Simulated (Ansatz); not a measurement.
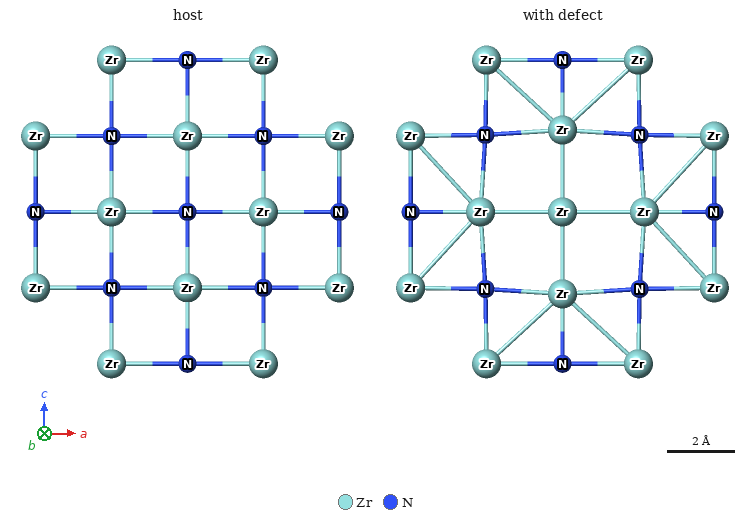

Left: perfect ZrN. Right: the same region with one point defect, after relaxing the atoms in a supercell of 32 sites. Style: ball-and-stick. Shown: the atoms within 6.0 Å of one point, in a slice 3.4 Å thick across the line of sight, along the b axis.

The calculation used Ansatz 0.2.0, DFT PBE, scalar-relativistic, plane waves, PAW. (plane-wave cutoff 420 eV; k-point mesh 4 × 4 × 4; occupations gaussian; smearing width 0.1 eV; mesh shifted by (0.5, 0.5, 0.5); no spin polarisation) The cell is small and the k-mesh coarse, so the numbers are rough. The axes drawn are those of the host's conventional cell.

**Which defect is it?**

A nitrogen atom is replaced by zirconium.

The charge state of the cell is 0.

**How does the lattice respond?**

In the host the N atom has 6 Zr at 2.30 Å; the Zr atom ends with 6 Zr at 2.48 Å. Of the host's atoms, a zirconium atom moves furthest from its site, by 0.18 Å. Relaxing the atoms from the host's sites lowers the energy by 2.40 eV. At a tolerance of 0.02 Å the relaxed supercell has space group Im-3m.
